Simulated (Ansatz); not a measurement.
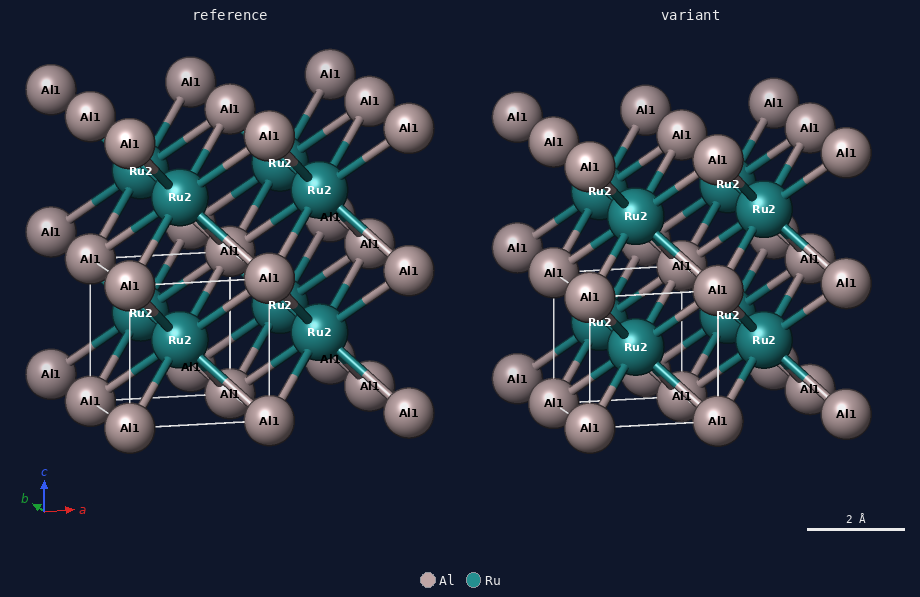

Left: solid AlRu (set up in Pm-3m). Right: the same structure after one change, at the same scale. Style: ball-and-stick. Shown: the cell of the calculation, repeated 2 × 2 × 2 with one cell outlined, slightly off an axis.

Computed with DFT PBE, scalar-relativistic, plane waves, PAW (Ansatz 0.2.0). Set-up: plane-wave cutoff 420 eV; occupations gaussian; smearing width 0.1 eV; no spin polarisation. The k-mesh is chosen for each cell (14×14×14, 16×16×16).

The crystal is put under a hydrostatic pressure of 90 GPa. Cell and atoms are relaxed at that pressure.

**How do the computed properties respond?**

The drawn cell changes as follows: a = b = c 3.004 → 2.760 Å (−8.1 %); the volume changes by −22.5 %. The atoms keep their places relative to the cell (all moves are under 0.005 Å). Near-neighbour distances before and after: Al–Ru 2.602 → 2.390 Å. The space group stays Pm-3m (No. 221). It costs 680 meV per atom. (The two runs use different k-meshes.) Pressure: 0.0 GPa before, 90.0 GPa after. Both are metals.
